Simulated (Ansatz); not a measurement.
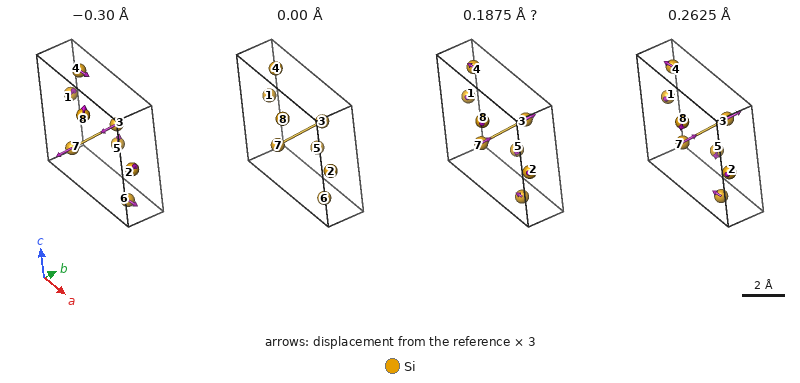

Energy scan for a crystal of Si (R-3), in which a normal mode at the zone centre is frozen in with the cell fixed, the amplitude being the largest displacement of an atom. The picture is a ball-and-stick view of the cell of the calculation, seen slightly off an axis. Purple arrows: displacements from the reference.

Level of theory: DFT LDA, scalar-relativistic, plane waves, PAW in Ansatz. Set-up: plane-wave cutoff 420 eV; k-point mesh 12 × 12 × 12; occupations gaussian; smearing width 0.15 eV; no spin polarisation. Energies (free energies at the smearing named) are counted from the relaxed crystal.

```tsv
largest displacement (Å)	ΔE (meV/cell)
−0.3000	349
−0.1500	85
0.0000	0
0.0375	5
0.0750	21
0.1125	48
0.1875	?
0.2250	194
0.2625	265
```

> Estimate the missing energy from the other rows, and compare with the calculation.

A straight line between the two neighbours gives 145 meV/cell. A cubic through the four nearest rows (0.0750, 0.1125, 0.2250, 0.2625) gives, with Lagrange weights, (−0.2000)(21) + (0.5000)(48) + (1.0000)(194) + (−0.3000)(265) = 134 meV/cell. The calculation gives 134 meV/cell, so the cubic is right to the digits shown and the straight line 11 meV/cell too high, as the curve bends upwards here.

The whole profile:

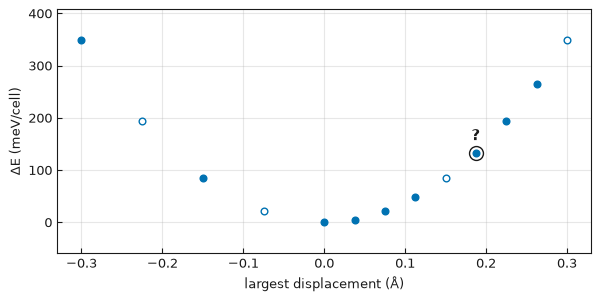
